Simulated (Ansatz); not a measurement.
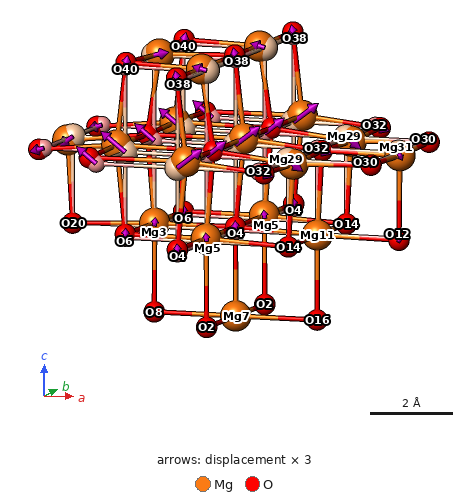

This is a constrained relaxation of a slab of composition MgO (cut from the Fm-3m phase). The starting structure is drawn faded, the final one solid; purple arrows show the displacements, magnified 3 times.

The picture is a ball-and-stick view of the atoms within 5.0 Å of the atom that moves most (axes of the 1 × 2 repeat of the cell, outlined in the plane, without the vacuum (origin shifted)), seen slightly off an axis.

Case: stripe over 1 of 3 cells, two steps. 12 atoms are held fixed.

Theory: DFT PBE, scalar-relativistic, plane waves, PAW in Ansatz. Settings: plane-wave cutoff 420 eV; k-point mesh 2 × 6 × 1; occupations gaussian; smearing width 0.05 eV; no spin polarisation; dipole correction; atoms relaxed in a fixed cell; force threshold 0.02 eV/Å; at most 45 steps.

Q: What happened in the run?

A: After 5 geometry steps the energy has fallen by 0.791 eV per cell of the calculation. The largest force component goes from 1.6 to 0.0041 eV/Å. The largest moves, 0.28 Å, are those of Mg atoms. By element the largest moves are Mg 0.28 Å, O 0.22 Å. The lattice vectors keep their values. Among the contacts that change: Mg–O 2.127 → 2.524 Å, Mg–O 2.127 → 1.970 Å, Mg–O 2.127 → 2.221 Å, Mg–O 2.127 → 2.034 Å. Among the angles between lasting bonds that change: Mg–O–Mg 90.0° → 105.0°, Mg–O–Mg 180.0° → 166.3°, O–Mg–O 90.0° → 102.6°.
